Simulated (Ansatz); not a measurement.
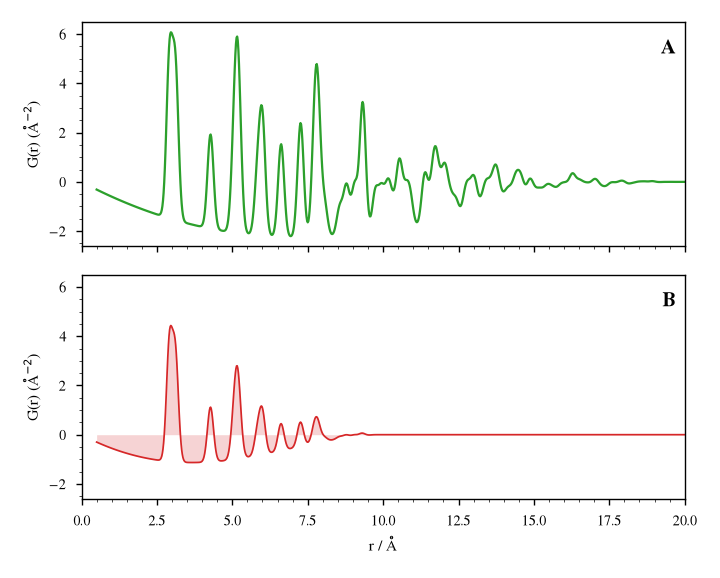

Computed X-ray G(r), with each pair weighted by the product of the atomic numbers (X-ray weights at Q = 0) and a uniform peak width σ = 0.10 Å, for spherical particles of Ta with the bulk structure: the bulk G(r) is multiplied by the envelope of a sphere of diameter D, 1 − 3r/2D + r³/2D³, with no surface relaxation. The number density is 0.0517 atoms per Å³. Basis of the simulation: the end point of a relaxation with DFT, BLYP, plane waves (420 eV) with PAW, scalar-relativistic in Ansatz 0.2.0; the starting structure was generated, so it need not be a known form of this composition.

Q: The diameters are 10 and 20 Å. Which curve belongs to which?

A: curve A: 20 Å; curve B: 10 Å. The smaller the particle, the sooner the oscillations die out.
